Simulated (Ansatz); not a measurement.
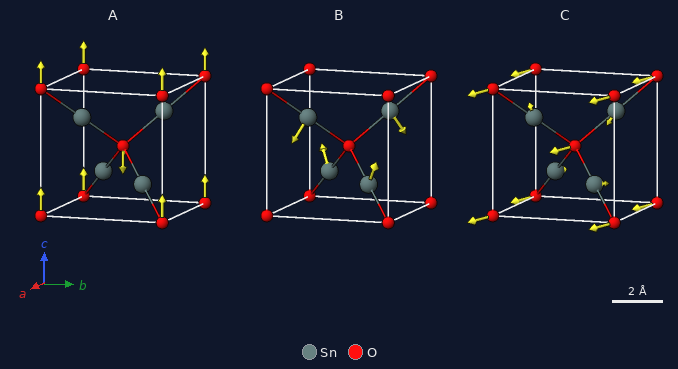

Modes of solid Sn2O (a generated structure), space group Pn-3m (No. 224), at the zone centre (one member of each degenerate set). The yellow arrows give the relative displacements of the atoms. Style: ball-and-stick. Shown: the cell of the calculation, slightly off an axis.

Method: Ansatz, DFT PBE, scalar-relativistic, plane waves, PAW.

The frequencies depend somewhat on the k-mesh and the smearing.

Q: Give the symmetry species and the selection rules of each.

A: A is T₂g, Raman-active by symmetry (289 cm⁻¹). B is E_u, silent by symmetry (neither infrared- nor Raman-active) (56 cm⁻¹). C is T₁u, infrared-active by symmetry (19 cm⁻¹). The crystal has a centre of inversion, so no mode is both. In a metal the free carriers screen the infrared response.
